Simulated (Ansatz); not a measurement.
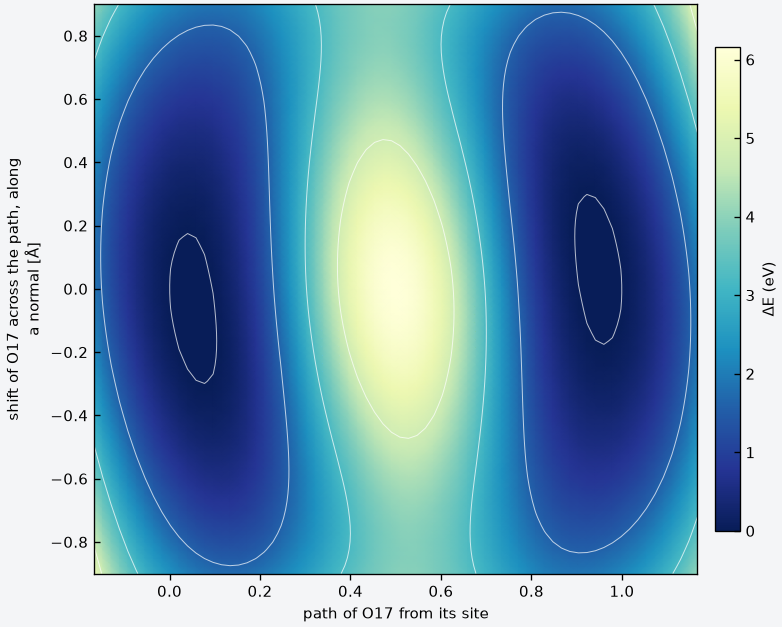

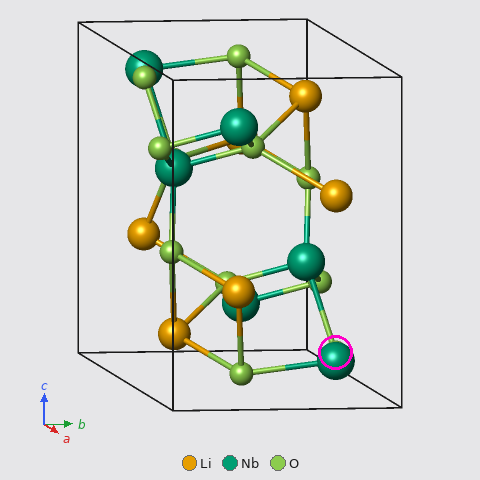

Energy landscape of LiNbO₃ (R-3 phase) with one O vacancy (19 atoms in the cell, cell charge +2). An atom moved over a plane that holds its own site and a neighbouring vacancy (x along [1 0 0], y along [0 1 1], z along [0 −2 1] of the conventional cell). Coordinates scanned: (1) path of O17 from its site (0) to the vacancy (1), 2.591 Å; (2) shift of O17 across the path, along a normal. Nothing is relaxed (all other atoms held at the sites of the perfect crystal). Grid: 9 × 7 points; 32 points were computed and 31 follow by symmetry. Points are written as (first, second). Energies are in eV per cell, from the lowest grid point. The cell is charged on a uniform background, without a charge correction. The calculation used DFT PBEsol, scalar-relativistic, plane waves, PAW in Ansatz. Settings: cutoff 420 eV, k-mesh 4×4×4, gaussian smearing 0.05 eV, no spin polarisation.

The picture shows a smooth colour map with a few white contour lines. Between grid points the surface is interpolated. The second picture is the structure at the lowest point; rings mark the moved atoms.

### What does the map say about the system?

The lowest grid point is at (0.000, 0.0 Å) [nearest 1 Nb at 1.89 Å]; the map holds 2 wells of about this depth. The bottom of the well lies between grid points, at about (0.057, −0.1 Å), about 0.11 eV lower on the interpolated surface. No other kind of well shows on this grid. The highest grid point, (0.500, 0.0 Å) [nearest 2 Nb at 1.53 Å], lies 6.16 eV above the lowest. On the interpolated surface the easiest way out of the lowest well to a well of about the same depth near (1.000, 0.0 Å) [nearest 1 Nb at 1.89 Å] passes a barrier of about 4 eV. Round the minimum the valley is somewhat tilted: raising the first coordinate shifts the best value of the second coordinate downwards (coupling k₁₂/√(k₁₁k₂₂) about 0.3).

The values on the grid:

```tsv
second ↓, first →	−0.167	0.000	0.167	0.333	0.500	0.667	0.833	1.000	1.167
0.9	4.05	2.17	2.03	3.29	3.91	2.81	1.77	2.35	5.25
0.6	2.74	0.93	1.20	3.30	4.28	2.54	0.71	1.04	3.68
0.3	2.00	0.22	0.83	3.82	5.48	3.24	0.43	0.25	2.48
0.0	1.91	0.00	0.59	3.93	6.16	3.93	0.59	0.00	1.91
−0.3	2.48	0.25	0.43	3.24	5.48	3.82	0.83	0.22	2.00
−0.6	3.68	1.04	0.71	2.54	4.28	3.30	1.20	0.93	2.74
−0.9	5.25	2.35	1.77	2.81	3.91	3.29	2.03	2.17	4.05
```

The whole map (32 points run) took 22 min on 4 threads of Arm Neoverse N1, on a shared host.

PAW datasets: the set soft_1.
